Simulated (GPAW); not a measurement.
**Quasiparticle gap of KCl (Sylvite) in GPAW**

How does a plane-wave GW calculation on KCl (Sylvite) run from the first input to the gap?

Program: GPAW 26.7.0. Level of theory: PBE and many-body steps on it, plane waves. Results are calculated unless marked as measured.

### Step 1. Set-up

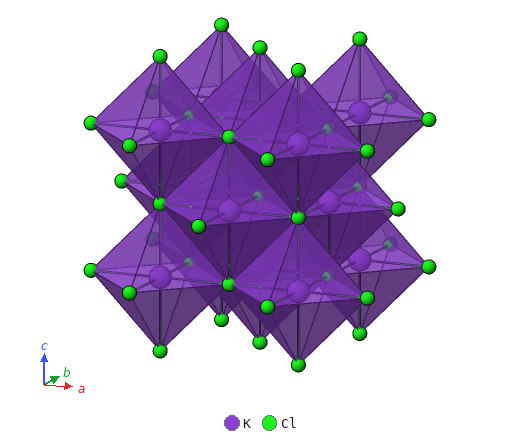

The starting structure, seen slightly off an axis (potassium purple, chlorine green). This picture shows the conventional cell, with its axes. Some periodic images of atoms are drawn too.

The cell and positions come from the Crystallography Open Database and are kept as given unless a step says otherwise.

### Step 2. Ground state

This step: GPAW 26.7.0; DFT, PBE, plane waves, PAW.

The ground-state density comes first.

Input file run.py:

```python
import json
import numpy as np
from gpaw.mpi import world
from ase import Atoms
from gpaw import GPAW, PW, FermiDirac

atoms = Atoms(['K', 'Cl'],
    cell=[[0.0000000000, 3.1464700000, 3.1464700000],
      [3.1464700000, 0.0000000000, 3.1464700000],
      [3.1464700000, 3.1464700000, 0.0000000000]],
    scaled_positions=[[0.0000000000, 0.0000000000, 0.0000000000],
      [0.5000000000, 0.5000000000, 0.5000000000]],
    pbc=(True, True, True))
calc = GPAW(mode=PW(450),
    xc='PBE',
    kpts={'size': (6, 6, 6), 'gamma': True},
    occupations=FermiDirac(0.001),
    nbands=-7,
    convergence={'density': 1e-6, 'bands': -3},
    maxiter=100,
    txt='gs.txt')
atoms.calc = calc
res = {'energy': atoms.get_potential_energy()}
kpts = calc.get_ibz_k_points()
res['kpts'] = kpts
res['eigenvalues'] = [calc.get_eigenvalues(kpt=k) for k in range(len(kpts))]
res['n_electrons'] = calc.get_number_of_electrons()
calc.write('gs.gpw')

if world.rank == 0:
    with open('result.json', 'w') as f:
        json.dump(res, f, default=lambda x: x.tolist())
```

Started as:

```sh
> mpirun -n 8 gpaw python run.py
```

Numbers of over 12 decimals in the logs are rounded to 6 here.

What it wrote:

```text
__  _  _
 | _ |_)|_||  |
 |__||  | ||/\| - 26.7.0

Input parameters:
  mode=PW(ecut=450.000000),
  convergence={'density': 1e-06, 'bands': -3},
  kpts=MonkhorstPack(size=(6, 6, 6), gamma=True),
  maxiter=100,
  nbands=-7,
  occupations=Occupations(name='fermi-dirac', width=0.001, fixmagmom=False),
  xc=XC(name='PBE')
  [... matrices ...]
Diagonalizing LCAO Hamiltonian
Converting LCAO to pw mode

                 Cl

       K

Atoms  # Å, Bohr magnetons
|   | symbol |        x |        y |        z |    initial magnetic moments |
| 0 |      K | 0.000000 | 0.000000 | 0.000000 | ( 0.0000,  0.0000,  0.0000) |
| 1 |     Cl | 3.146470 | 3.146470 | 3.146470 | ( 0.0000,  0.0000,  0.0000) |

Unit cell  # Å
| periodic |        x |        y |        z |  lengths |    angles |
|      yes | 0.000000 | 3.146470 | 3.146470 | 4.449781 | 60.000000 |
|      yes | 3.146470 | 0.000000 | 3.146470 | 4.449781 | 60.000000 |
|      yes | 3.146470 | 3.146470 | 0.000000 | 4.449781 | 60.000000 |

Number of symmetries: 48
Symmetry operations  # r_c * U_cc + t_c -> r_c
|    | kind |            matrix            |
|  0 |  σ   |  1, 0, 0,  1, 0,-1,  1,-1, 0 |
|  1 |  C2  |  1, 0, 0,  1,-1, 0,  1, 0,-1 |
|  2 |  E   |  1, 0, 0,  0, 1, 0,  0, 0, 1 |
|  3 |  σ   |  1, 0, 0,  0, 0, 1,  0, 1, 0 |
|  4 |  C4  |  1, 0,-1,  1, 0, 0,  1,-1, 0 |
|  5 |  S6  |  1, 0,-1,  1,-1, 0,  1, 0, 0 |
|  6 |  σ   |  1, 0,-1,  0, 1,-1,  0, 0,-1 |
|  7 |  C3  |  1, 0,-1,  0, 0,-1,  0, 1,-1 |
|  8 |  S6  |  1,-1, 0,  1, 0, 0,  1, 0,-1 |
|  9 |  C4  |  1,-1, 0,  1, 0,-1,  1, 0, 0 |
| 10 |  C3  |  1,-1, 0,  0,-1, 1,  0,-1, 0 |
| 11 |  σ   |  1,-1, 0,  0,-1, 0,  0,-1, 1 |
| 12 |  σ   |  0, 1, 0,  1, 0, 0,  0, 0, 1 |
| 13 |  C4  |  0, 1, 0,  0, 1,-1, -1, 1, 0 |
| 14 |  C3  |  0, 1, 0,  0, 0, 1,  1, 0, 0 |
| 15 |  S6  |  0, 1, 0, -1, 1, 0,  0, 1,-1 |
| 16 |  C2  |  0, 1,-1,  1, 0,-1,  0, 0,-1 |
| 17 |  σ   |  0, 1,-1,  0, 1, 0, -1, 1, 0 |
| 18 |  S4  |  0, 1,-1,  0, 0,-1,  1, 0,-1 |
| 19 |  C4  |  0, 1,-1, -1, 1, 0,  0, 1, 0 |
| 20 |  C3  |  0, 0, 1,  1, 0, 0,  0, 1, 0 |
| 21 |  σ   |  0, 0, 1,  0, 1, 0,  1, 0, 0 |
| 22 |  S6  |  0, 0, 1,  0,-1, 1, -1, 0, 1 |
| 23 |  C4  |  0, 0, 1, -1, 0, 1,  0,-1, 1 |
| 24 |  S4  |  0, 0,-1,  1, 0,-1,  0, 1,-1 |
| 25 |  C3  |  0, 0,-1,  0, 1,-1,  1, 0,-1 |
| 26 |  C2  |  0, 0,-1,  0,-1, 0, -1, 0, 0 |
| 27 |  S6  |  0, 0,-1, -1, 0, 0,  0,-1, 0 |
| 28 |  S4  |  0,-1, 1,  1,-1, 0,  0,-1, 0 |
| 29 |  C4  |  0,-1, 1,  0, 0, 1, -1, 0, 1 |
| 30 |  C2  |  0,-1, 1,  0,-1, 0,  1,-1, 0 |
| 31 |  σ   |  0,-1, 1, -1, 0, 1,  0, 0, 1 |
| 32 |  C3  |  0,-1, 0,  1,-1, 0,  0,-1, 1 |
| 33 |  S6  |  0,-1, 0,  0, 0,-1, -1, 0, 0 |
| 34 |  S4  |  0,-1, 0,  0,-1, 1,  1,-1, 0 |
| 35 |  C2  |  0,-1, 0, -1, 0, 0,  0, 0,-1 |
| 36 |  C2  | -1, 1, 0,  0, 1, 0,  0, 1,-1 |
| 37 |  S6  | -1, 1, 0,  0, 1,-1,  0, 1, 0 |
| 38 |  S4  | -1, 1, 0, -1, 0, 1, -1, 0, 0 |
| 39 |  C3  | -1, 1, 0, -1, 0, 0, -1, 0, 1 |
| 40 |  S6  | -1, 0, 1,  0, 0, 1,  0,-1, 1 |
| 41 |  C2  | -1, 0, 1,  0,-1, 1,  0, 0, 1 |
| 42 |  C3  | -1, 0, 1, -1, 1, 0, -1, 0, 0 |
| 43 |  S4  | -1, 0, 1, -1, 0, 0, -1, 1, 0 |
| 44 |  C2  | -1, 0, 0,  0, 0,-1,  0,-1, 0 |
| 45 |  i   | -1, 0, 0,  0,-1, 0,  0, 0,-1 |
| 46 |  σ   | -1, 0, 0, -1, 1, 0, -1, 0, 1 |
| 47 |  C2  | -1, 0, 0, -1, 0, 1, -1, 1, 0 |

BZ-sampling:
  Number of BZ points: 216
  Number of IBZ points: 16

  Monkhorst-Pack size: [6, 6, 6]
  Monkhorst-Pack shift: [0.083333, 0.083333, 0.083333]

K-points  # in reciprocal-cell coordinates
|     |                                coordinates |     weight |
|   0 | (  0.00000000,   0.00000000,   0.00000000) | 0.00462963 |
|   1 | (  0.16666667,   0.16666667,   0.00000000) | 0.02777778 |
|   2 | (  0.16666667,   0.16666667,   0.16666667) | 0.03703704 |
|   3 | (  0.33333333,   0.16666667,   0.16666667) | 0.05555556 |
|   4 | (  0.33333333,   0.33333333,  -0.33333333) | 0.05555556 |
|   5 | (  0.33333333,   0.33333333,   0.00000000) | 0.02777778 |
|   6 | (  0.33333333,   0.33333333,   0.16666667) | 0.11111111 |
|   7 | (  0.33333333,   0.33333333,   0.33333333) | 0.03703704 |
|   8 | (  0.50000000,   0.33333333,  -0.33333333) | 0.11111111 |
|   9 | (  0.50000000,   0.33333333,  -0.16666667) | 0.05555556 |
| ... |                                            |            |
|  15 | (  0.50000000,   0.50000000,   0.50000000) | 0.01851852 |

Plane wave coefficients: 1363
Cutoff: 450.000000 eV

Spin-components: 1 (collinear spins)
Bands:           15
Projectors:      10
Spin-degeneracy: 2
Datatype:        complex128

  Storage: CPU
  Wave functions: 5_233_920 bytes (654_240 per core)
  Projectors: 7_327_488 bytes (915_936 per core)
  [... matrices ...]
Parallelization:
  kpt:    8
  domain: 1
  band:   1

Density:
  Valence electrons: 16.0
  Components: 1
  Grid points: [24 24 24]
  Charge: 0.0  # |e|

Potential:
  Grid points: [24 24 24]

species:
  K:
    name:    Potassium
    Z:       19.0
    valence: 9
    core:    10
    charge:  0.0  # [|e|]
    compensation charges:
      type: gauss
      rc: 0.35  # [Å]
      lmax: 2
    cutoffs:
      filter: 1.91  # [Å]
      core: 1.27  # [Å]
    projectors
    | kind |    occ | energy [eV] | rcut [Å] |
    |   3s |  2.000 |     -35.338 |    1.122 |
    |   4s |  1.000 |      -2.319 |    1.122 |
    |   3p |  6.000 |     -18.813 |    1.106 |
    |    p |        |       8.398 |    1.106 |
    |    d |        |       0.000 |    0.937 |

    Using partial waves for K as LCAO basis

  Cl:
    name:    Chlorine
    Z:       17.0
    valence: 7
    core:    10
    charge:  0.0  # [|e|]
    compensation charges:
      type: gauss
      rc: 0.25  # [Å]
      lmax: 2
    cutoffs:
      filter: 1.40  # [Å]
      core: 1.49  # [Å]
    projectors
    | kind |    occ | energy [eV] | rcut [Å] |
    |   3s |  2.000 |     -20.689 |    0.794 |
    |   3p |  5.000 |      -8.594 |    0.794 |
    |    s |        |       6.523 |    0.794 |
    |    p |        |      18.617 |    0.794 |
    |    d |        |       0.000 |    0.794 |

    Using partial waves for Cl as LCAO basis

Reference energy: -28937.202614  # eV

eigensolver:
  PPCG
  Converge bands: -3
  niter=2

density mixing:
  MSR1-Mixer
  Pratt-step length: 0.05
  Maximum mixing coefficient: 0.75
  Old densities: 10
  SVD Regularization: 0.005
  Good broyden scale: 1.0
  Trust region scale: 1.0
  Backstep threshold: 4.0
  History deletion threshold: 6.0
  Fourier metric: weight=20.0, sigma=0.015

occupation numbers:
  Fermi-Dirac:
    width: 0.0010  # eV

poisson solver:
  ecut: 3600.000000  # eV

xc functional:
  name: PBE with 2 nearest neighbor stencil

Initialization done in: 1.335 s

convergence criteria:
- Maximum integral of absolute [dens]ity change: 1e-06 electrons / valence electron
- Maximum [total energy] change in last 3 cyles: 0.0005 eV / valence electron
- Maximum integral of absolute [eigenst]ate change: 4e-08 eV^2 / valence electron
maximum number of iterations: 100

SCF iterations
|iter     |     time |      energy | eigst |  dens |
|iter:   1|  |   -7.120630 | +1.71 |       |
|iter:   2|  |   -7.081564 | +0.64 | -1.28 |
|iter:   3|  |   -6.927473 | -0.06 | -1.32 |
|iter:   4|  |   -6.932597 | -0.73 | -1.71 |
|iter:   5|  |   -6.935288c| -1.22 | -2.08 |
|iter:   6|  |   -6.935449c| -1.97 | -2.85 |
|iter:   7|  |   -6.935464c| -2.54 | -3.49 |
|iter:   8|  |   -6.935466c| -2.98 | -4.12 |
|iter:   9|  |   -6.935466c| -3.53 | -5.10 |
|iter:  10|  |   -6.935466c| -3.83 | -5.48 |
|iter:  11|  |   -6.935466c| -4.31 | -6.74c|
|iter:  12|  |   -6.935466c| -4.65 | -7.20c|
|iter:  13|  |   -6.935466c| -4.97 | -8.03c|
|iter:  14|  |   -6.935466c| -5.39 | -8.94c|
|iter:  15|  |   -6.935466c| -5.75 | -9.41c|
|iter:  16|  |   -6.935466c| -6.26 | -9.85c|
|iter:  17|  |   -6.935466c| -6.64 |-10.48c|
|iter:  18|  |   -6.935466c| -7.06 |-10.66c|
|iter:  19|  |   -6.935466c| -7.41c|-10.83c|

Converged in 19 steps
SCF loop duration: 3.037 s (0.160 s/step)
Energy contributions relative to reference atoms: (reference = -28937.202614)
  [... matrices ...]
Energy contributions:
  Kinetic:           3.968175
  Coulomb:          -3.230565
  Zero:             -0.644844
  External:          0.000000
  Xc:               -7.028232
  Entropy:          -0.000000
  Spinorbit:         0.000000
  ----------------------------
  Free energy:      -6.935466
  Extrapolated:     -6.935466

dipole moment: (-22.928606, -22.928606, -22.928606)  # |e|*Ang

Fermi level: 1.678
Eigenvalues  # (at kpt = [0.000, 0.000, 0.000])
| band index |      eig [eV] | occ [0-2] |
|          0 |       -27.499 |     2.000 |
|          1 |       -12.441 |     2.000 |
|          2 |       -10.991 |     2.000 |
|          3 |       -10.991 |     2.000 |
|          4 |       -10.991 |     2.000 |
|          5 |        -0.329 |     2.000 |
|          6 |        -0.329 |     2.000 |
|          7 |        -0.329 |     2.000 |
|          8 |         4.865 |     0.000 |
|          9 |         8.030 |     0.000 |
|         10 |         8.030 |     0.000 |
|         11 |         8.030 |     0.000 |
|         12 |         8.879 |     0.000 |
|         13 |         8.879 |     0.000 |
|         14 |        12.646 |     0.000 |

Gap: 5.194 eV
Transition (v -> c):
  (s=0, k=0, n=7, [0.00, 0.00, 0.00]) -> (s=0, k=0, n=8, [0.00, 0.00, 0.00])
No difference between direct/indirect transitions
# Writing to gs.gpw (mode='')
  [... matrices ...]
```

It took 6.7 s on 8 MPI ranks of Arm Neoverse V1, shared host; peak memory 1.2 GiB.

Numbers from this step:

* total energy: -6.935 eV
* gap: 5.194 eV
* k of the valence top: 0, 0, 0
* k of the conduction bottom: 0, 0, 0
* least direct gap: 5.194 eV

The gap is direct, at Γ.

### Step 3. Bands along the symmetry lines

The cheap functional maps the bands first; the places of the edges decide which points the dearer methods must see.

Input file run.py:

```python
import json
import numpy as np
from gpaw.mpi import world
from gpaw import GPAW

path = [[0.000000, 0.000000, 0.000000],
    [0.062500, 0.000000, 0.062500],
    [0.125000, 0.000000, 0.125000],
    [0.187500, 0.000000, 0.187500],
    [0.250000, 0.000000, 0.250000],
    [0.312500, 0.000000, 0.312500],
    [0.375000, 0.000000, 0.375000],
    [0.437500, 0.000000, 0.437500],
    [0.500000, 0.000000, 0.500000],
    [0.515625, 0.031250, 0.515625],
    [0.531250, 0.062500, 0.531250],
    [0.546875, 0.093750, 0.546875],
    [0.562500, 0.125000, 0.562500],
    [0.578125, 0.156250, 0.578125],
    [0.593750, 0.187500, 0.593750],
    [0.609375, 0.218750, 0.609375],
    [0.625000, 0.250000, 0.625000],
    [0.375000, 0.375000, 0.750000],
    [0.328125, 0.328125, 0.656250],
    [0.281250, 0.281250, 0.562500],
    [0.234375, 0.234375, 0.468750],
    [0.187500, 0.187500, 0.375000],
    [0.140625, 0.140625, 0.281250],
    [0.093750, 0.093750, 0.187500],
    [0.046875, 0.046875, 0.093750],
    [0.000000, 0.000000, 0.000000],
    [0.062500, 0.062500, 0.062500],
    [0.125000, 0.125000, 0.125000],
    [0.187500, 0.187500, 0.187500],
    [0.250000, 0.250000, 0.250000],
    [0.312500, 0.312500, 0.312500],
    [0.375000, 0.375000, 0.375000],
    [0.437500, 0.437500, 0.437500],
    [0.500000, 0.500000, 0.500000],
    [0.500000, 0.468750, 0.531250],
    [0.500000, 0.437500, 0.562500],
    [0.500000, 0.406250, 0.593750],
    [0.500000, 0.375000, 0.625000],
    [0.500000, 0.343750, 0.656250],
    [0.500000, 0.312500, 0.687500],
    [0.500000, 0.281250, 0.718750],
    [0.500000, 0.250000, 0.750000],
    [0.500000, 0.218750, 0.718750],
    [0.500000, 0.187500, 0.687500],
    [0.500000, 0.156250, 0.656250],
    [0.500000, 0.125000, 0.625000],
    [0.500000, 0.093750, 0.593750],
    [0.500000, 0.062500, 0.562500],
    [0.500000, 0.031250, 0.531250],
    [0.500000, 0.000000, 0.500000]]
calc = GPAW('gs.gpw').fixed_density(kpts=path,
    symmetry='off',
    nbands=18,
    convergence={'bands': 14},
    txt='bands.txt')
res = {}
kpts = calc.get_ibz_k_points()
res['kpts'] = kpts
res['eigenvalues'] = [calc.get_eigenvalues(kpt=k) for k in range(len(kpts))]
res['n_electrons'] = calc.get_number_of_electrons()

if world.rank == 0:
    with open('result.json', 'w') as f:
        json.dump(res, f, default=lambda x: x.tolist())
```

Started as:

```sh
> mpirun -n 8 gpaw python run.py
```

What it wrote:

```text
Diagonalizing LCAO Hamiltonian
Converting LCAO to pw mode
convergence criteria:
- Maximum integral of absolute [eigenst]ate change: 4e-08 eV^2 / valence electron
maximum number of iterations: 100

SCF iterations
|iter     |     time |      energy | eigst |  dens |
|iter:   1|  |             | +2.19 |       |
|iter:   2|  |             | +1.22 |       |
|iter:   3|  |             | +0.31 |       |
[...]
|iter:  10|  |             | -6.04 |       |
|iter:  11|  |             | -6.79 |       |
|iter:  12|  |             | -7.47c|       |
SCF steps: 12
  __  _  _
 | _ |_)|_||  |
 |__||  | ||/\| - 26.7.0

Input parameters:
  mode=PW(ecut=450.000000),
  convergence={'bands': 14},
  gpts=array([24, 24, 24]),
  kpts=KPoints(kpts=array([[0.      , 0.      , 0.      ],
         [0.0625  , 0.      , 0.0625  ],
         [0.125   , 0.      , 0.125   ],
         [0.1875  , 0.      , 0.1875  ],
[...]
[0.515625, 0.03125 , 0.515625],
[...]
[0.546875, 0.09375 , 0.546875],
[...]
[0.578125, 0.15625 , 0.578125],
[...]
[0.609375, 0.21875 , 0.609375],
[...]
[0.328125, 0.328125, 0.65625 ],
[...]
[0.234375, 0.234375, 0.46875 ],
[...]
[0.140625, 0.140625, 0.28125 ],
[...]
[0.046875, 0.046875, 0.09375 ],
[...]
[0.5     , 0.0625  , 0.5625  ],
         [0.5     , 0.03125 , 0.53125 ],
         [0.5     , 0.      , 0.5     ]])),
  maxiter=100,
  nbands=18,
  occupations=Occupations(name='fermi-dirac', width=0.001, fixmagmom=False),
  parallel={},
  symmetry=Symmetry(point_group=False, time_reversal=False),
  xc=XC(name='PBE')
  [... matrices ...]
timing:  # [seconds]
  Total: 0.042  # ━━━━━━━━━━━━━━━━━━━━━━━━━━━━━━━━━━━━━━━━━━━━━━━━━━━━━━━━━━━
```

Elapsed: 8.1 s, on 8 MPI ranks; peak memory 1.3 GiB; 63 s of CPU time.

Numbers from this step:

| Quantity | Value |
| --- | --- |
| gap | 5.194 eV |
| k of the valence top | 0, 0, 0 |
| k of the conduction bottom | 0, 0, 0 |
| least direct gap | 5.194 eV |

The gap is 5.194 eV, as in the run before at this level.

The electronic bands at the labelled points (eV, zero at the top of the highest filled band; v1 is the highest filled band, c1 the lowest empty one):

```tsv
point	v4	v3	v2	v1	c1	c2	c3	c4
Γ	-10.66	0.00	0.00	0.00	5.19	8.36	8.36	8.36
X	-10.72	-0.66	-0.22	-0.22	6.53	8.34	10.06	10.16
U	-10.61	-0.56	-0.55	-0.29	7.27	9.06	9.30	10.05
jump to K	-10.61	-0.56	-0.55	-0.29	7.27	9.06	9.30	10.05
Γ	-10.66	0.00	0.00	0.00	5.19	8.36	8.36	8.36
L	-10.42	-1.05	-0.32	-0.32	7.58	8.60	10.47	10.47
W	-10.57	-0.48	-0.47	-0.47	8.03	8.03	9.44	9.84
X	-10.72	-0.66	-0.22	-0.22	6.53	8.34	10.06	10.16
```

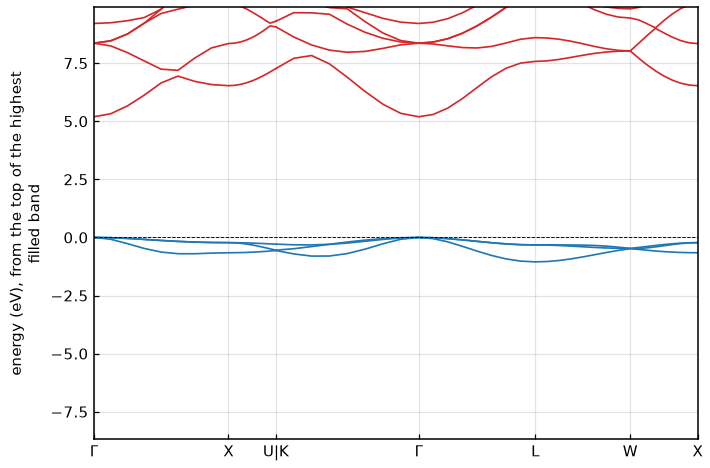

Electronic bands along the path; lines of filled and empty bands in two colours.

### Step 4. Empty states on the mesh, 4×4×4 mesh, 269 bands

The sums over transitions need many empty states on a uniform mesh; this step solves for them.

Input file run.py:

```python
import json
import numpy as np
from gpaw.mpi import world
from gpaw import GPAW

calc = GPAW('gs.gpw').fixed_density(kpts={'size': (4, 4, 4), 'gamma': True},
    parallel={'domain': 1, 'band': 1},
    txt='nscf.txt')
calc.diagonalize_full_hamiltonian(nbands=269)
calc.write('full.gpw', mode='all')
res = {}
kpts = calc.get_ibz_k_points()
res['kpts'] = kpts
res['eigenvalues'] = [calc.get_eigenvalues(kpt=k) for k in range(len(kpts))]
res['n_electrons'] = calc.get_number_of_electrons()

if world.rank == 0:
    with open('result.json', 'w') as f:
        json.dump(res, f, default=lambda x: x.tolist())
```

Started as:

```sh
> mpirun -n 8 gpaw python run.py
```

What it wrote:

```text
Diagonalizing LCAO Hamiltonian
Converting LCAO to pw mode
convergence criteria:
- Maximum integral of absolute [eigenst]ate change: 4e-08 eV^2 / valence electron
maximum number of iterations: 100

SCF iterations
|iter     |     time |      energy | eigst |  dens |
|iter:   1|  |             | +1.68 |       |
|iter:   2|  |             | +0.79 |       |
|iter:   3|  |             | -0.09 |       |
[...]
|iter:  25|  |             | -7.21 |       |
|iter:  26|  |             | -7.35 |       |
|iter:  27|  |             | -7.49c|       |
SCF steps: 27
  __  _  _
 | _ |_)|_||  |
 |__||  | ||/\| - 26.7.0

Input parameters:
  mode=PW(ecut=450.000000),
  convergence={'density': 1e-06, 'bands': -3},
  gpts=array([24, 24, 24]),
  kpts=MonkhorstPack(size=(4, 4, 4), gamma=True),
  maxiter=100,
  nbands=15,
  occupations=Occupations(name='fermi-dirac', width=0.001, fixmagmom=False),
  parallel={'domain': 1, 'band': 1},
  xc=XC(name='PBE')
Matrix size: 1363x1363
# Writing to full.gpw (mode='all')
  [... matrices ...]

timing:  # [seconds]
  Total: 3.810  # ━━━━━━━━━━━━━━━━━━━━━━━━━━━━━━━━━━━━━━━━━━━━━━━━━━━━━━━━━━━
```

The job ended after 8.9 s (8 MPI ranks; peak memory 2.1 GiB; 68 s of CPU time).

Numbers from this step:

```yaml
gap: 5.194 eV
k_of_the_valence_top: 0, 0, 0
k_of_the_conduction_bottom: 0, 0, 0
least_direct_gap: 5.194 eV
k_points_computed: 8
lowest_point_of_the_top_converged_band_above_the_valence_top: 144.1487 eV
```

On this mesh the gap is 5.194 eV.

(Part 1 of 2 ends here.)

[Paths, hosts, dates, memory and timing lines, banners, echoed tables and standing remarks are left out of the program output.]

[Logs are printed without paths, hosts, clocks, repeated set-up lines and the standing remarks that a program may print on its own settings, such as how far it seeks lower states.]

[Runs of the session that timed out or met a known fault of the program may be left out.]

[Hosts, paths, dates, database ids (printed as entryN), source tags and the programs' standing remarks are cut or masked in the printed files.]
